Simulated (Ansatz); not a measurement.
Geometry relaxation, with input and output: Zn18O17 (charge +2) (part 1 of 3)

The run: geometry relaxation of Zn18O17 (defect cell, 35 atoms in the cell, total charge +2). Method and program: DFT r2SCAN, scalar-relativistic, plane waves, PAW, no spin polarisation (Ansatz 0.2.0).

The structure derives from a Materials Project entry. It belongs to a series of runs on one base structure; here: O vacancy (site b), charge +2, atoms relaxed at the host's cell.

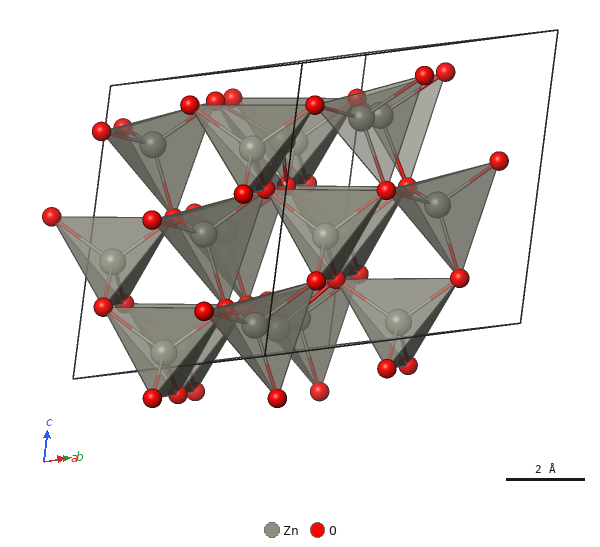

**Figure 1.** The starting structure (polyhedral view of the cell of the calculation, seen at an oblique angle; polyhedra are completed across the faces of the cell).

The input:
```yaml
crystal:
  lattice:
    - [4.8523037624, 2.8014788834, 5.2123118262]
    - [-4.8523037624, 2.8014788834, 5.2123118262]
    - [0.0, -5.6029577669, 5.2123118262]
  atoms:
    - { symbol: Zn, position: [0.4054442352, 0.4055985588, 0.7368265308] }
    - { symbol: Zn, position: [0.3902717258, 0.720283166, 0.3876005418] }
    - { symbol: Zn, position: [0.7206199897, 0.0544496257, 0.7227181527] }
    - { symbol: Zn, position: [0.3902472372, 0.0545204971, 0.0531890309] }
    - { symbol: Zn, position: [0.7207596218, 0.3897162614, 0.3875095269] }
    - { symbol: Zn, position: [0.0550460273, 0.7202393474, 0.7227482863] }
    - { symbol: Zn, position: [0.7230734403, 0.7225221825, 0.0555138417] }
    - { symbol: Zn, position: [0.0562576476, 0.0557863277, 0.3888673247] }
    - { symbol: Zn, position: [0.05504329, 0.3897421312, 0.053242091] }
    - { symbol: Zn, position: [0.1137856259, 0.444478622, 0.446314432] }
    - { symbol: Zn, position: [0.1131180647, 0.7772385356, 0.1101995385] }
    - { symbol: Zn, position: [0.4448755389, 0.1133243125, 0.4462788216] }
    - { symbol: Zn, position: [0.1138156215, 0.1132772354, 0.7774183692] }
    - { symbol: Zn, position: [0.4508544311, 0.449502464, 0.085027905] }
    - { symbol: Zn, position: [0.7776109494, 0.7771557203, 0.4455781025] }
    - { symbol: Zn, position: [0.4517363936, 0.748468342, 0.7795571226] }
    - { symbol: Zn, position: [0.7777223365, 0.1125544811, 0.1101911991] }
    - { symbol: Zn, position: [0.7525833847, 0.4495416717, 0.7805509329] }
    - { symbol: O, position: [0.5144758707, 0.8467866342, 0.5194380302] }
    - { symbol: O, position: [0.8471604692, 0.1863093632, 0.8470241916] }
    - { symbol: O, position: [0.5145520334, 0.1864281897, 0.1796677281] }
    - { symbol: O, position: [0.8472107473, 0.5140220449, 0.5193224095] }
    - { symbol: O, position: [0.1868942378, 0.8467035077, 0.8470434476] }
    - { symbol: O, position: [0.849309207, 0.8487818738, 0.1818283276] }
    - { symbol: O, position: [0.1823394329, 0.181931031, 0.5148747211] }
    - { symbol: O, position: [0.1868649607, 0.5140828517, 0.179708934] }
    - { symbol: O, position: [0.2430515023, 0.5682058454, 0.5755214238] }
    - { symbol: O, position: [0.2388238088, 0.9042637383, 0.2372593903] }
    - { symbol: O, position: [0.5686619401, 0.2425687933, 0.5755266045] }
    - { symbol: O, position: [0.2430635633, 0.2425484426, 0.9011690549] }
    - { symbol: O, position: [0.5687844239, 0.5683087312, 0.2314809746] }
    - { symbol: O, position: [0.904672573, 0.9041679941, 0.5713016753] }
    - { symbol: O, position: [0.5687215639, 0.8983808053, 0.9013066155] }
    - { symbol: O, position: [0.9047558617, 0.238288809, 0.2372164854] }
    - { symbol: O, position: [0.8989396083, 0.5682375732, 0.9012797524] }
  host:
    lattice:
      - [3.234869175, 0.0, 0.0]
      - [-1.6174345875, 2.8014788834, 0.0]
      - [0.0, 0.0, 5.2123118262]
    atoms:
      - { symbol: Zn, position: [0.6666666667, 0.3333333333, 0.5004294571] }
      - { symbol: Zn, position: [0.3333333333, 0.6666666667, 0.0004294571] }
      - { symbol: O, position: [0.6666666667, 0.3333333333, 0.8798805429] }
      - { symbol: O, position: [0.3333333333, 0.6666666667, 0.3798805429] }
total_charge: 2
basis:
  ecutwfc: 500
  xc_grid: 3
kpoints:
  mp_grid: { grid: [2, 2, 2], shift: [0.5, 0.5, 0.5] }
hamiltonian:
  xc: r2scan
scf:
  occupations: { method: gaussian, width: 0.01 }
output:
  forces: true
  stress: false
  eigenvalues: true
  charged_corrections:
    defect_position: [0.51551574, 0.51551574, 0.84884907]
    epsilon: [[8.8313, 0.0, 0.0], [0.0, 8.8313, 0.0], [0.0, 0.0, 9.6508]]
  write_density: true
  write_potential: true
  elf: true
  volumetric_format: npy
relax:
  adjacent_minimum: "off"
  f_tol: 0.025
  max_steps: 45
```

Hardware: 8 threads of Intel Xeon @ 2.70GHz, 189 GiB of memory available, shared host.

Launch command:
```bash
ansatz run input.yaml --threads 8 --pin off --max-ram 20480MiB --backend cpu --events-out ev --progress --plain --runs-dir out
```

What the program printed:
```
Engine: ansatz 0.2.0, x86_64-unknown-linux-gnu
Pseudopotentials: kind: paw
Pseudopotential: Zn, paw, valence charge 12, recommended cutoff 500 eV (meta_gga), Zn.paw.azcp
Pseudopotential: O, paw, valence charge 6, recommended cutoff 500 eV (meta_gga), O.paw.azcp
Functional definition: r2SCAN
  parameter k0 = 0.174
  parameter k1 = 0.065
  parameter a1 = 4.9479
  exchange = r2scan_x(k0 = k0, k1 = k1, a1 = a1)
  correlation = r2scan_c
Crystal: 35 atoms, lattice volume = 425.125 Å³
Basis set: ecut = 500 eV, 10777 PW (Γ), exchange–correlation on 180×180×180 points (27 copies of the dense FFT grid, shifted against one another)
Bands: 193, of which v1, the nominal top of the filled ones, is band 158 counted from 1 (157 counted from 0)
Symmetry: 1 space group operations
Space group: P1 (ITA 1), of the structure as read, at distance tolerance 7.5e-5 Å
k-points: 4 of 8 (time reversal used)
Non-local potential: Zn, projectors of the file, l = 0: 2, l = 1: 2, l = 2: 3, l = 3: 1
Non-local potential: O, projectors of the file, l = 0: 2, l = 1: 2, l = 2: 1
PAW form: soft (Blöchl's): semilocal exchange-correlation on the pseudo side does not see the compensation charge
PAW frozen core: Zn, regenerated for the run's functional (the file was generated under x = pbe(κ = 0.804, μ = 0.2195149727645171), c = pbe(β = 0.06672455060314922))
PAW frozen core: O, regenerated for the run's functional (the file was generated under x = pbe(κ = 0.804, μ = 0.2195149727645171), c = pbe(β = 0.06672455060314922))
PAW one-centre angular grid: Zn, 590 points (default); XC on 261 of its mesh's 2673 points in the sphere
PAW one-centre angular grid: O, 302 points (default); XC on 160 Gauss nodes
Initial density: superposition of atomic densities (neutral atoms scaled as one to the charged cell's electrons: chi_scale 0, normalization atom), corrected by the library's trained network
Initial wavefunctions: pseudopotential atomic-orbital guess
Functional: x = r2scan, c = r2scan; τ floored in thin density (d = 2e-4 eV/Å³)
SCF iter   1: F=—  HF=-69554.449027 eV  |F-HF|=—  |Δ(HF+E_count)|=         —  Δρ=5.08e-2  dr2=9.38e0  dr2_τ=8.68e-1  ethr=1.77e-3  ⟨swp⟩=5.0  Hψ=2603  notcnv=0  defer=27
preconditioner: auto → Resta (q_TF=auto, 2.597 Å⁻¹)  ε∞=6.5  [insulator: Δε(μ)=0.671 eV  Ē_g=13.668 eV  σ=0.010 eV  W_gap=1.00  n_scr=130 (ndim 8)  ℏωp=32.0 eV  f_vac=0.031  D(μ)=0.00/eV (n_scr^D=0)  ε∞_Penn≈6.5]
SCF iter   2: F=—  HF=-69552.162408 eV  |F-HF|=—  |Δ(HF+E_count)|=    2.29e0  Δρ=9.48e-3  dr2=8.63e-1  dr2_τ=3.75e-2  ethr=1.77e-3  ⟨swp⟩=3.0  Hψ=1473  notcnv=0  defer=123
SCF iter   3: F=—  HF=-69551.937769 eV  |F-HF|=—  |Δ(HF+E_count)|=   2.25e-1  Δρ=8.14e-3  dr2=2.05e-1  dr2_τ=7.18e-3  ethr=2.73e-4  ⟨swp⟩=3.0  Hψ=1234  notcnv=0  defer=123
SCF iter   4: F=—  HF=-69551.912918 eV  |F-HF|=—  |Δ(HF+E_count)|=   2.49e-2  Δρ=2.25e-3  dr2=2.01e-2  dr2_τ=2.87e-3  ethr=6.48e-5  ⟨swp⟩=2.0  Hψ=1242  notcnv=0  defer=123
SCF iter   5: F=—  HF=-69551.925663 eV  |F-HF|=—  |Δ(HF+E_count)|=   1.27e-2  Δρ=1.44e-3  dr2=5.33e-3  dr2_τ=2.50e-4  ethr=6.37e-6  ⟨swp⟩=2.5  Hψ=1477  notcnv=0  defer=123
SCF iter   6: F=—  HF=-69551.933483 eV  |F-HF|=—  |Δ(HF+E_count)|=   7.82e-3  Δρ=1.24e-3  dr2=4.15e-3  dr2_τ=3.16e-4  ethr=1.69e-6  ⟨swp⟩=2.0  Hψ=1255  notcnv=0  defer=123
SCF iter   7: F=—  HF=-69551.932758 eV  |F-HF|=—  |Δ(HF+E_count)|=   7.25e-4  Δρ=5.78e-4  dr2=1.11e-3  dr2_τ=1.04e-4  ethr=1.31e-6  ⟨swp⟩=2.0  Hψ=1261  notcnv=0  defer=123
SCF iter   8: F=—  HF=-69551.932637 eV  |F-HF|=—  |Δ(HF+E_count)|=   1.21e-4  Δρ=1.57e-4  dr2=9.16e-5  dr2_τ=1.12e-5  ethr=3.51e-7  ⟨swp⟩=2.2  Hψ=1274  notcnv=0  defer=123
SCF iter   9: F=—  HF=-69551.932636 eV  |F-HF|=—  |Δ(HF+E_count)|=   1.44e-6  Δρ=6.40e-5  dr2=1.95e-5  dr2_τ=7.12e-7  ethr=2.90e-8  ⟨swp⟩=2.0  Hψ=1213  notcnv=0  defer=123
SCF iter  10: F=-69551.932642 eV  HF=-69551.932647 eV  |F-HF|=5.41e-6  |Δ(HF+E_count)|=   1.13e-5  Δρ=4.83e-5  dr2=8.00e-6  dr2_τ=7.76e-7  ethr=4.94e-9  ⟨swp⟩=16.2  Hψ=8395  notcnv=0
SCF 1 converged in 10 iterations: F = -69551.932642 eV  dr2 = 8.00e-6
  greatest PAW one-centre occupation: 0.988 electrons in one spin orbital (limit 2), on the Zn atom at site 17 (counted from 0), in its partial waves of l = 2
relax step   1: F+E_penalty+E_count = -69551.93264151 eV  Δ(F+E_penalty+E_count) = +0.000e0 eV  max|allowed force component| = 1.615e0 eV/Å  Δτ_max = 0.0000 Å  (10 SCF iters, dr2 threshold 1.56e-5 eV, accepted)
Initial density: handed on by an earlier stage of this run
Initial wavefunctions: those handed on with the density
iter 1 solved again at ethr=6.73e-4 eV; its pass at ethr=3.10e-3 eV (dr2=2.13e0 eV) is discarded
SCF iter   1: F=—  HF=-69552.907225 eV  |F-HF|=—  |Δ(HF+E_count)|=         —  Δρ=1.77e-2  dr2=2.11e0  dr2_τ=6.63e-1  ethr=6.73e-4  ⟨swp⟩=1.0  Hψ=2795  notcnv=0  defer=113
preconditioner: auto → Resta (q_TF=auto, 2.597 Å⁻¹)  ε∞=7.0  [insulator: Δε(μ)=0.666 eV  Ē_g=13.088 eV  σ=0.010 eV  W_gap=1.00  n_scr=130 (ndim 8)  ℏωp=32.0 eV  f_vac=0.037  D(μ)=0.00/eV (n_scr^D=0)  ε∞_Penn≈7.0]
SCF iter   2: F=—  HF=-69552.640933 eV  |F-HF|=—  |Δ(HF+E_count)|=   2.66e-1  Δρ=7.06e-3  dr2=2.59e-1  dr2_τ=7.69e-3  ethr=6.66e-4  ⟨swp⟩=3.0  Hψ=1242  notcnv=0  defer=114
SCF iter   3: F=—  HF=-69552.624780 eV  |F-HF|=—  |Δ(HF+E_count)|=   1.62e-2  Δρ=2.89e-3  dr2=5.56e-2  dr2_τ=1.24e-3  ethr=8.20e-5  ⟨swp⟩=3.0  Hψ=1258  notcnv=0  defer=119
SCF iter   4: F=—  HF=-69552.615999 eV  |F-HF|=—  |Δ(HF+E_count)|=   8.78e-3  Δρ=9.61e-4  dr2=8.43e-3  dr2_τ=1.41e-4  ethr=1.76e-5  ⟨swp⟩=3.0  Hψ=1477  notcnv=0  defer=123
SCF iter   5: F=—  HF=-69552.617730 eV  |F-HF|=—  |Δ(HF+E_count)|=   1.73e-3  Δρ=6.19e-4  dr2=1.42e-3  dr2_τ=1.30e-4  ethr=2.67e-6  ⟨swp⟩=3.0  Hψ=1247  notcnv=0  defer=123
SCF iter   6: F=—  HF=-69552.617548 eV  |F-HF|=—  |Δ(HF+E_count)|=   1.82e-4  Δρ=2.12e-4  dr2=1.71e-4  dr2_τ=2.31e-5  ethr=4.50e-7  ⟨swp⟩=2.0  Hψ=1297  notcnv=0  defer=123
SCF iter   7: F=—  HF=-69552.617610 eV  |F-HF|=—  |Δ(HF+E_count)|=   6.18e-5  Δρ=1.13e-4  dr2=6.62e-5  dr2_τ=3.66e-6  ethr=3.16e-8  ⟨swp⟩=14.8  Hψ=7414  notcnv=0
SCF iter   8: F=-69552.617610 eV  HF=-69552.617623 eV  |F-HF|=1.33e-5  |Δ(HF+E_count)|=   1.28e-5  Δρ=6.08e-5  dr2=1.80e-5  dr2_τ=8.46e-7  ethr=2.10e-8  ⟨swp⟩=12.0  Hψ=7733  notcnv=0
SCF 2 converged in 8 iterations: F = -69552.617610 eV  dr2 = 1.80e-5
[... from here on the iterations of each SCF are left out, up to the last one ...]
relax step   2: F+E_penalty+E_count = -69552.61760954 eV  Δ(F+E_penalty+E_count) = -6.850e-1 eV  max|allowed force component| = 1.788e0 eV/Å  Δτ_max = 0.1181 Å  (8 SCF iters, dr2 threshold 1.00e-4 eV, accepted)
preconditioner: auto → Resta (q_TF=auto, 2.597 Å⁻¹)  ε∞=7.0  [insulator: Δε(μ)=1.105 eV  Ē_g=13.111 eV  σ=0.010 eV  W_gap=1.00  n_scr=130 (ndim 8)  ℏωp=32.0 eV  f_vac=0.038  D(μ)=0.00/eV (n_scr^D=0)  ε∞_Penn≈7.0]
SCF 3 converged in 8 iterations: F = -69553.423733 eV  dr2 = 1.82e-5
relax step   3: F+E_penalty+E_count = -69553.42373259 eV  Δ(F+E_penalty+E_count) = -8.061e-1 eV  max|allowed force component| = 1.464e0 eV/Å  Δτ_max = 0.1492 Å  (8 SCF iters, dr2 threshold 1.00e-4 eV, accepted)
preconditioner: auto → Resta (q_TF=auto, 2.597 Å⁻¹)  ε∞=6.9  [insulator: Δε(μ)=1.926 eV  Ē_g=13.157 eV  σ=0.010 eV  W_gap=1.00  n_scr=130 (ndim 8)  ℏωp=32.0 eV  f_vac=0.058  D(μ)=0.00/eV (n_scr^D=0)  ε∞_Penn≈6.9]
SCF 4 converged in 7 iterations: F = -69554.055337 eV  dr2 = 5.12e-5
relax step   4: F+E_penalty+E_count = -69554.05533744 eV  Δ(F+E_penalty+E_count) = -6.316e-1 eV  max|allowed force component| = 5.751e-1 eV/Å  Δτ_max = 0.1948 Å  (7 SCF iters, dr2 threshold 1.00e-4 eV, accepted)
preconditioner: auto → Resta (q_TF=auto, 2.597 Å⁻¹)  ε∞=6.9  [insulator: Δε(μ)=2.042 eV  Ē_g=13.154 eV  σ=0.010 eV  W_gap=1.00  n_scr=130 (ndim 8)  ℏωp=32.0 eV  f_vac=0.070  D(μ)=0.00/eV (n_scr^D=0)  ε∞_Penn≈6.9]
SCF 5 converged in 7 iterations: F = -69554.353161 eV  dr2 = 2.50e-5
relax step   5: F+E_penalty+E_count = -69554.35316099 eV  Δ(F+E_penalty+E_count) = -2.978e-1 eV  max|allowed force component| = 1.601e-1 eV/Å  Δτ_max = 0.1951 Å  (7 SCF iters, dr2 threshold 5.11e-5 eV, accepted)
preconditioner: auto → Resta (q_TF=auto, 2.597 Å⁻¹)  ε∞=6.9  [insulator: Δε(μ)=2.112 eV  Ē_g=13.146 eV  σ=0.010 eV  W_gap=1.00  n_scr=130 (ndim 8)  ℏωp=32.0 eV  f_vac=0.075  D(μ)=0.00/eV (n_scr^D=0)  ε∞_Penn≈6.9]
SCF 6 converged in 8 iterations: F = -69554.368864 eV  dr2 = 1.35e-6
relax step   6: F+E_penalty+E_count = -69554.36886366 eV  Δ(F+E_penalty+E_count) = -1.570e-2 eV  max|allowed force component| = 1.270e-1 eV/Å  Δτ_max = 0.1355 Å  (8 SCF iters, dr2 threshold 1.99e-6 eV, accepted)
preconditioner: auto → Resta (q_TF=auto, 2.597 Å⁻¹)  ε∞=7.0  [insulator: Δε(μ)=2.000 eV  Ē_g=13.123 eV  σ=0.010 eV  W_gap=1.00  n_scr=130 (ndim 8)  ℏωp=32.0 eV  f_vac=0.072  D(μ)=0.00/eV (n_scr^D=0)  ε∞_Penn≈7.0]
SCF 7 converged in 8 iterations: F = -69554.379884 eV  dr2 = 2.57e-7
relax step   7: F+E_penalty+E_count = -69554.37988410 eV  Δ(F+E_penalty+E_count) = -1.102e-2 eV  max|allowed force component| = 1.175e-2 eV/Å  Δτ_max = 0.0307 Å  (8 SCF iters, dr2 threshold 1.25e-6 eV, accepted)
preconditioner: auto → Resta (q_TF=auto, 2.597 Å⁻¹)  ε∞=7.0  [insulator: Δε(μ)=2.015 eV  Ē_g=13.118 eV  σ=0.010 eV  W_gap=1.00  n_scr=130 (ndim 8)  ℏωp=32.0 eV  f_vac=0.072  D(μ)=0.00/eV (n_scr^D=0)  ε∞_Penn≈7.0]
SCF 8 converged in 2 iterations: F = -69554.379884 eV  dr2 = 5.65e-8
relax step   8: F+E_penalty+E_count = -69554.37988425 eV  Δ(F+E_penalty+E_count) = -1.531e-7 eV  max|allowed force component| = 1.178e-2 eV/Å  Δτ_max = 0.0000 Å  (2 SCF iters, accepted)
iter 1 solved again at ethr=1.78e-11 eV; its pass at ethr=3.10e-3 eV (dr2=5.63e-8 eV) is discarded
SCF iter   1: F=—  HF=-69554.379884 eV  |F-HF|=—  |Δ(HF+E_count)|=         —  Δρ=2.60e-6  dr2=5.65e-8  dr2_τ=3.74e-9  ethr=1.78e-11  ⟨swp⟩=1.0  Hψ=2144  notcnv=0
SCF iter   2: F=-69554.379884 eV  HF=-69554.379884 eV  |F-HF|=8.83e-9  |Δ(HF+E_count)|=   4.58e-9  Δρ=1.66e-6  dr2=3.31e-8  dr2_τ=2.39e-10  ethr=1.78e-11  ⟨swp⟩=7.0  Hψ=4512  notcnv=0
SCF 9 converged in 2 iterations: F = -69554.379884 eV  dr2 = 3.31e-8
```

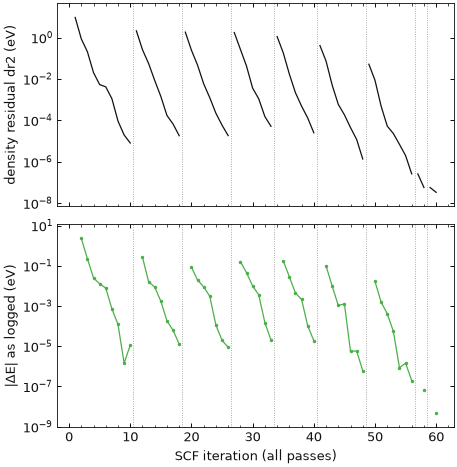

**Figure 2.** Convergence of the self-consistent field: density residual dr2 and size of the energy change against the SCF iteration. Dotted lines part the SCF passes that the log prints in full.

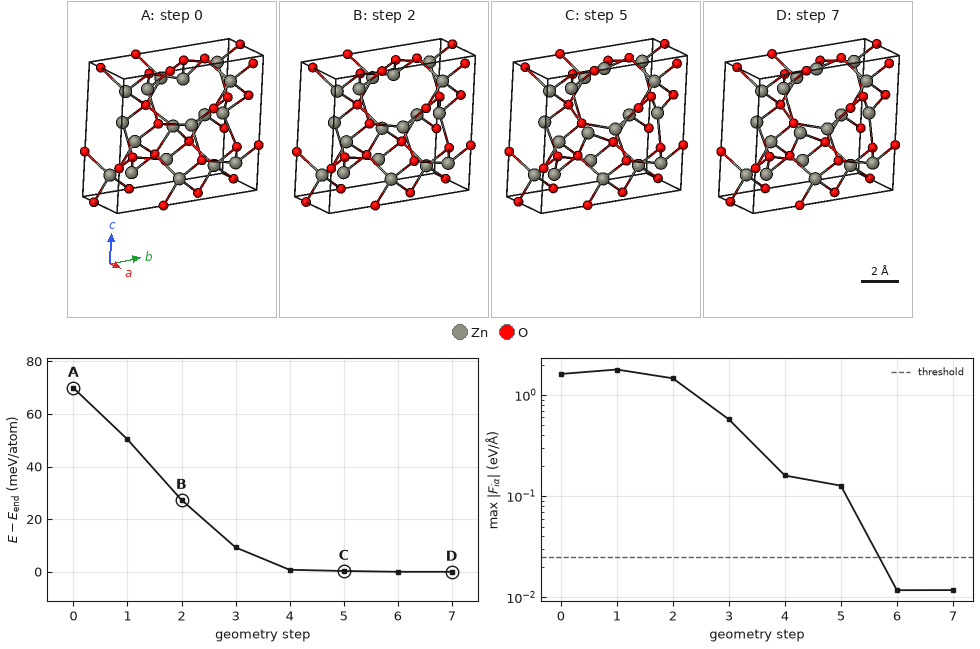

**Figure 3.** Frames of the relaxation (ball-and-stick view of the cell of the calculation (origin shifted), seen slightly off an axis) above the curves, on which the letters mark them (the first geometry is step 0 here and step 1 in the log).

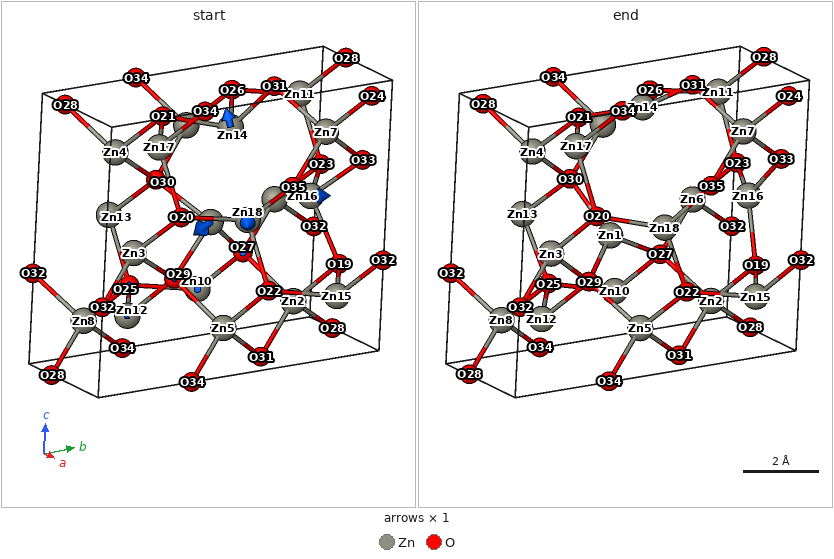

**Figure 4.** Before (left) and after (right) the relaxation, at one scale (ball-and-stick view of the cell of the calculation (origin shifted), seen slightly off an axis). The blue arrows give the displacements, at true length. After 7 geometry steps the energy has fallen by 69.9 meV per atom. Largest force component: 1.6 eV/Å at the start, 0.012 eV/Å at the end. The largest move is that of Zn1, 0.75 Å. By element the largest moves are Zn 0.75 Å, O 0.09 Å. The cell doesn't change. Among the contacts that change: Zn16–O33 2.033 → 1.890 Å, Zn16–O23 2.021 → 1.887 Å, Zn14–O26 2.007 → 1.887 Å, Zn1–O30 2.016 → 1.898 Å. Among the angles that change: Zn1–O29–Zn12 115.6° → 95.8°, Zn12–O19–Zn16 116.7° → 100.1°, Zn12–O21–Zn14 115.7° → 100.1°. (Atoms are counted from 1 in the order of the input.)

```
SCF converged after 2 iterations
Free energy (F): -69554.379884 eV
Harris-Foulkes:  -69554.379884 eV  (|F-HF|=8.83e-9)
Internal energy: -69554.379884 eV  (E = F + TS)
E sigma→0 (E₀):  -69554.379884 eV
Fermi energy:    7.692430 eV
--- Per-component energies (eV) ---
  E_band       = 378.309297
  E_kinetic    = 5319.416159
  E_local      = -37256.873648  (includes V_loc(G=0)·N_el)
  E_nonlocal   = 12017.305973
  E_hartree    = 15487.003131
  E_xc         = -3445.582290
  E_vxc        = -2713.642337  (∫ρ·V_xc dr)
  E_paw        = -36087.455991  (= ΣΔE_a)
  E_vpaw       = -8126.222245  (= ΣTr[D̂ρ^β])
  E_aug_tail   = 0.015758  (compensation charges beyond the density's cutoff)
  E_vtau       = 164.312898  (kinetic-family band-sum trace: ∫τ·v_τ [+ j·A + Jᵃ·Aᵃ] dr)
  E_ewald      = -25584.378843
  E_core_change = -3.830133  (= ΣΔE_core)
  E_smearing   = -0.000000  (= −TS)
  E_closure    = 0.000000  (closes the sum)
  E_deformation_potential = 27.873655  (in the stress; not in F)
  Σ components = -69554.379884   (vs F -69554.379884, Δ=0.00e0)
```
